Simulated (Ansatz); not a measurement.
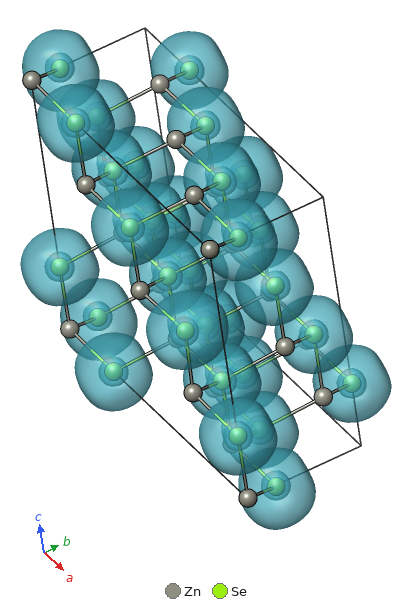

Zn15Se16 (cell with a defect). Isosurface of the ELF at 0.6 (cyan), seen slightly off an axis. Only the valence region is drawn (cores and ρ < 0.01 e/Å³ removed). Sticks mark near contacts.

Spin-polarised.

Computed with Ansatz, DFT PBE, scalar-relativistic, plane waves, PAW.

In a PAW calculation such maps are meaningful between the atoms, not at the nuclei.

### Describe the localisation domains.

At this value the surface marks out 16 regions wrapped around Se (the valence shell of each), counted in one cell of 31 atoms. Any copies at cell faces, edges or corners count once. Profiles from the grid: Zn–Se (2.45 Å): the ELF is about 0.60 at the midpoint. Zn–Se (2.49 Å): the ELF is about 0.60 at the midpoint.

### Does the calculation give a band gap?

It is gapless in this calculation (a metal or semimetal).
